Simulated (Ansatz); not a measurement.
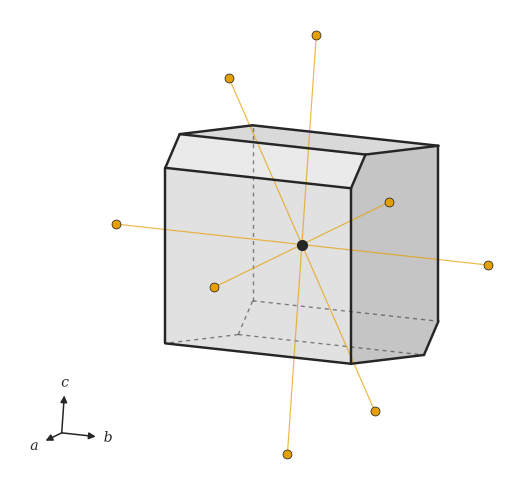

Crystal: HfO₂, the input geometry of an electronic-structure calculation (not necessarily at equilibrium). The Wigner–Seitz cell of the crystal's lattice, with lines to the lattice points that define its faces. Geometry calculated from the standardised cell; symmetry tolerance 0.002 Å.

a = 5.116 Å, b = 5.172 Å, c = 5.295 Å, α = 90.00°, β = 99.18°, γ = 90.00°; space group P2₁/c (No. 14).

Describe the polyhedron.

Answer. A hexagonal prism: 8 faces (6 with 4 edges, 2 with 6 edges), 18 edges, 12 vertices. Its volume is that of the primitive cell, 138.3 Å³.

Which lattice vectors do the faces bisect?

Answer.
```
example  length (Å)  faces  edges of each  area (Å²)
      a        5.12      2              4       23.5
      b        5.17      2              6       26.7
      c        5.29      2              4       22.4
  a + c        6.75      2              4        5.6
```
